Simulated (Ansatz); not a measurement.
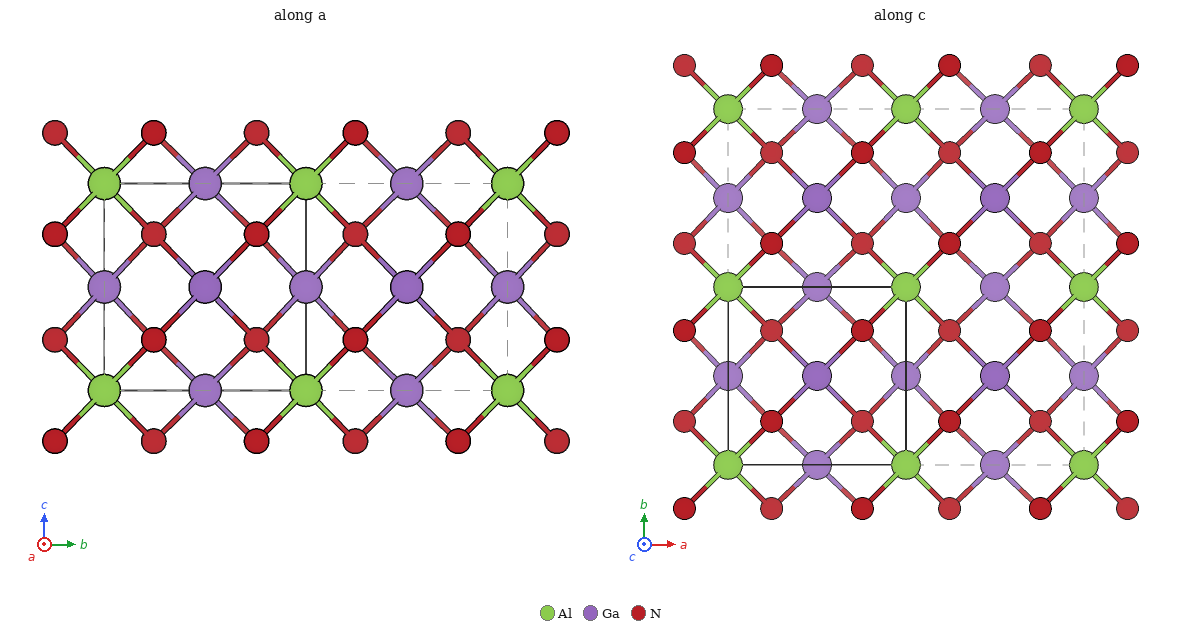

The structure above is drawn in ball-and-stick style and viewed along the a axis and along the c axis. The picture spans 2×2×1 cells, one conventional unit cell being drawn with solid lines. Some neighbours outside the box are added.

AlGa₃N₄, space group P-42m (No. 111), a = 4.24 Å, b = 4.24 Å, c = 4.36 Å, α = 90.00°, β = 90.00°, γ = 90.00°.

Level of theory and settings: DFT PBEsol, scalar-relativistic, plane waves, PAW in Ansatz, plane waves to 420 eV, Brillouin-zone sampling on a 6×6×6 mesh, Gaussian smearing of 0.05 eV, no spin polarisation.

Q: What does the calculation say: metal or gapped?

A: An insulator at this level, with a gap of 3.14 eV on the k-mesh (the true edges may lie between mesh points, so the gap can be somewhat smaller).

Q: How far is the cell from zero pressure?

A: The computed pressure is 32.0 GPa (compressed: it would expand). The stress isn't hydrostatic: its largest component is 33.0 GPa.

The structure comes from a structure listed in the Materials Project. The cell was then strained or its atoms displaced on purpose. It was the input of a calculation with Ansatz.

At this level of theory the run's own cell isn't at rest (compressed, at 32 GPa), so its distances can differ from those at equilibrium, the more so the softer the solid.
